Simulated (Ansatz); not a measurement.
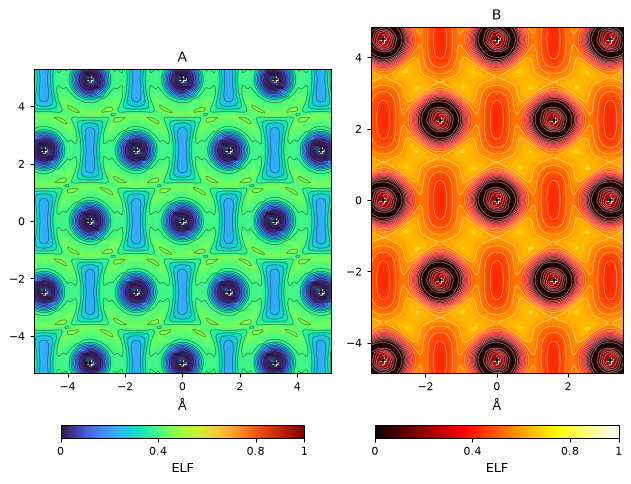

The electron localisation function of 2 systems, each on a plane through atoms (crosses mark nuclei in the plane).

These are results of Ansatz, Kohn-Sham DFT of a periodic cell, HSE06, Ansatz PAW, not measurements.

System 1: Ge, the (011̄) plane of the conventional cell. Space group I4/mmm; a generated structure, not necessarily the stable one.

System 2: Al, the (11̄0) plane of the conventional cell. Space group Im-3m; a structure from a database of computed crystals, not necessarily the ambient phase; computed pressure about 4 GPa in this cell.

```xyz
2
Lattice="3.1824 0.0000 0.0000 0.0000 3.1824 0.0000 0.0000 0.0000 3.1824" Properties=species:S:1:pos:R:3 pbc="T T T"
Al    0.0000    0.0000    0.0000
Al    1.5912    1.5912    1.5912
```

Which map belongs to which system?

Panel A is system 1, Ge: the plane holds Ge. Ge–Ge (2.95 Å): the ELF is about 0.40 at the midpoint. Panel B is system 2, Al: the plane holds Al. Al–Al (2.76 Å): the ELF peaks at about 0.65 between the atoms.
